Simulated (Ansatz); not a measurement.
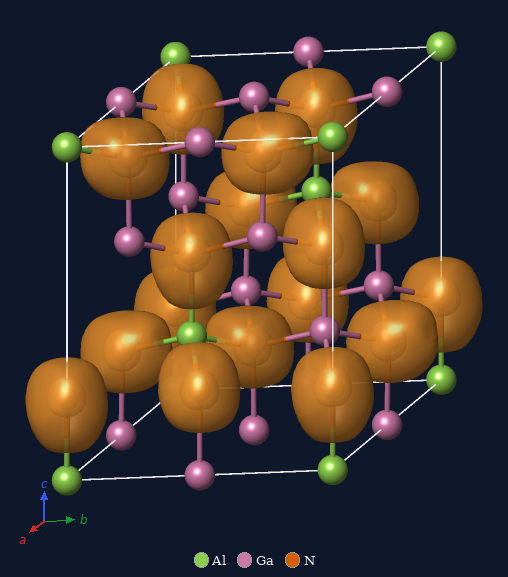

*AlGa3N4. Isosurface of the electron localisation function at 0.65 (orange), seen at an oblique angle. Core shells and regions of very low density are left out. Sticks mark near contacts.*

Space group R3m; a point of a scan over the structure, not its minimum; a structure from a database of computed crystals, not necessarily the ambient phase; not relaxed (largest force 1.6 eV/Å); computed pressure about 37 GPa in this cell; PAW files of the earlier set (soft_1).

Level of theory: DFT LDA, scalar-relativistic, plane waves, PAW (Ansatz).

What do the ELF domains correspond to?

Answer. The ELF exceeds this value in twelve regions on N in which the atom's valence shell and bonds are merged, counted in one cell of 24 atoms. Regions shared between cells count once. Profiles from the grid: Al–N (1.77 Å): the ELF peaks at about 0.90 between the atoms (a shared but strongly polarised pair). Ga–N (1.81 Å): the ELF peaks at about 0.85 in the valence shell of N, 0.6 Å from its nucleus, and is about 0.50 at the midpoint.

Does the calculation give a band gap?

Answer. It is gapped, with a Kohn–Sham gap of 3.0 eV on the k-point mesh (the band edges may lie off the mesh, which would make the gap smaller).
